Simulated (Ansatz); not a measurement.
## Electronic structure of HfO2 in real space

Input file:

```
crystal:
  lattice:
    - [0.0, 2.5354838886, 2.5354838886]
    - [2.5291609861, 0.0063229025, 2.5291609861]
    - [2.5291609861, 2.5291609861, 0.0063229025]
  atoms:
    - { symbol: Hf, position: [0.0, 0.0, 0.0] }
    - { symbol: O, position: [0.25, 0.25, 0.25] }
    - { symbol: O, position: [0.75, 0.75, 0.75] }
basis:
  ecutwfc: 500
kpoints:
  mp_grid: { grid: [8, 8, 8] }
hamiltonian:
  xc: r2scan
scf:
  occupations: { method: gaussian, width: 0.05 }
output:
  forces: true
  stress: true
  eigenvalues: true
  write_density: true
  write_potential: true
  elf: true
  volumetric_format: npy
```

Command:

```sh
ansatz run input.yaml --threads 1 --pin off --max-ram 2560MiB --backend cpu --events-out ev --progress --plain --runs-dir out
```

Below, planes, directions and counts refer to the standardised cell (a = 5.06 Å, b = 5.06 Å, c = 5.06 Å, α = 89.71°, β = 90.00°, γ = 90.00°).

Space group Immm; changed on purpose from its base cell (strain +0.0050 x Voigt [0, 0, 0, 1, 0, 0], atoms carried along).

The calculation used Ansatz, DFT r2SCAN, scalar-relativistic, plane waves, PAW.

The density is the valence pseudo-density of a PAW calculation; it isn't the true density close to the nuclei.

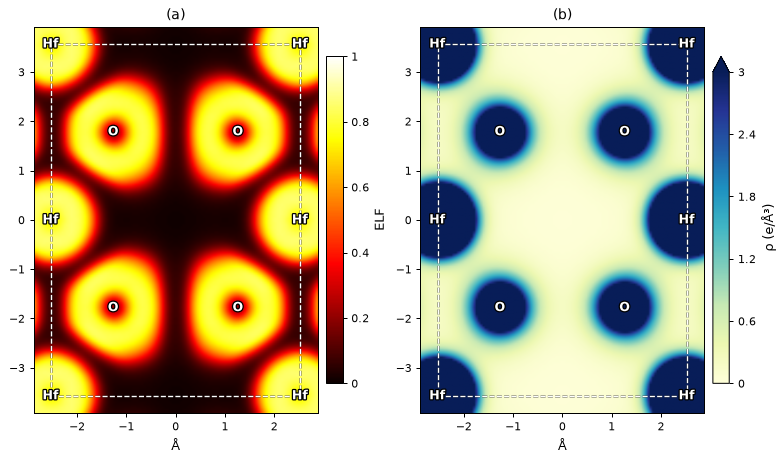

Figure 1. (a) electron localisation function; (b) valence charge density (pseudo) on the (011) plane of the standardised cell.

Q: Read the bonding off the picture.

A: The plane passes through Hf and O nuclei. Hf–O (2.19 Å): ρ at the midpoint is about 0.58 e/Å³; the ELF peaks at about 0.85 in the valence shell of O, 0.6 Å from its nucleus, and drops to about 0.15 between the two atoms (no shared electron pair shows on this line). Between the atoms the lowest density in this plane is 0.02 e/Å³. The features right at Hf lie inside the PAW spheres, where the map follows smoothed inner orbitals and isn't to be read closely.

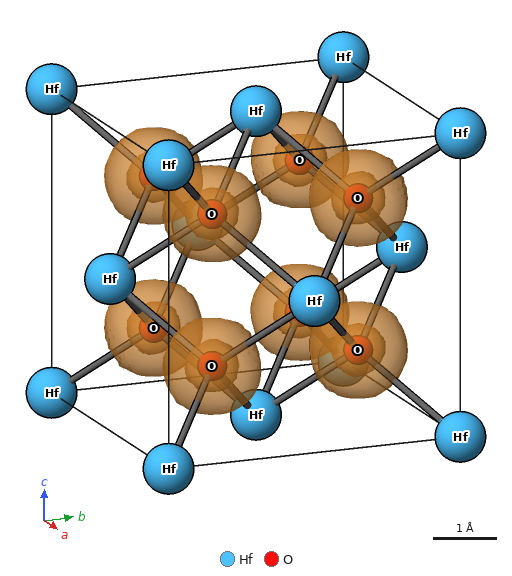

Figure 2. Isosurface of the ELF at 0.75 (orange), seen slightly off an axis. Core shells and regions of very low density are left out. Sticks mark near contacts.

Q: Describe the localisation domains.

A: The surface consists of eight regions wrapped around O (the valence shell of each), counted in one cell of 12 atoms. Regions shared between cells count once.

Q: Metal or insulator at this level of theory?

A: It is gapped, with a Kohn–Sham gap of 4.3 eV on the k-point mesh (the band edges may lie off the mesh, which would make the gap smaller).
